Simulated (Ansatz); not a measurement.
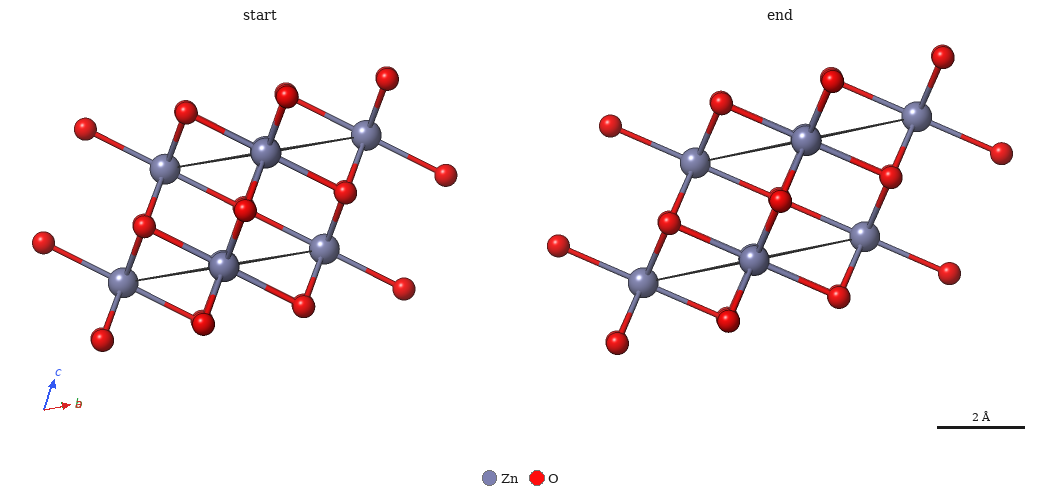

The structure of crystalline ZnO (a generated structure, set up in R-3m) (coarse preliminary run) before (left) and after (right) a relaxation, at one scale.

The picture is a ball-and-stick view of the cell of the calculation, seen from a free direction.

Case: Co → Zn on all its sites, cell and atoms relaxed.

These are results of DFT PBEsol, scalar-relativistic, plane waves, PAW in Ansatz, not measurements. Settings: plane-wave cutoff 420 eV; k-point mesh 12 × 12 × 12; occupations gaussian; smearing width 0.1 eV; no spin polarisation; cell and atoms relaxed; force threshold 0.05 eV/Å; at most 60 steps.

### Describe what moved and what it gained.

The atoms keep their places relative to the cell (all moves are under 0.005 Å). The drawn cell changes as follows: a = b = c 2.794 → 3.015 Å (+7.9 %), α 65.3° → 60.0°, β 65.3° → 60.0°, γ 65.3° → 60.0°; the volume changes by +12.7 %. Some distances before and after: O–Zn 2.056 → 2.132 Å. Among the angles between lasting bonds that change: Zn–O–Zn 94.4° → 90.0°, Zn–O–Zn 85.6° → 90.0°, O–Zn–O 85.6° → 90.0°. The space group (tolerance 0.01 Å) goes from R-3m (No. 166) to Fm-3m (No. 225). After 5 accepted moves (7 points after the start) the energy has fallen by 0.256 eV per cell of the calculation. All forces vanish by symmetry, so only the cell relaxes. Pressure: 28.22 GPa at the start and 0.02 GPa at the end. The SCF was repeated twice at an unchanged geometry on a basis and grid sized afresh for the cell, which shifted the energy by 30.5 meV per cell of the calculation at most.
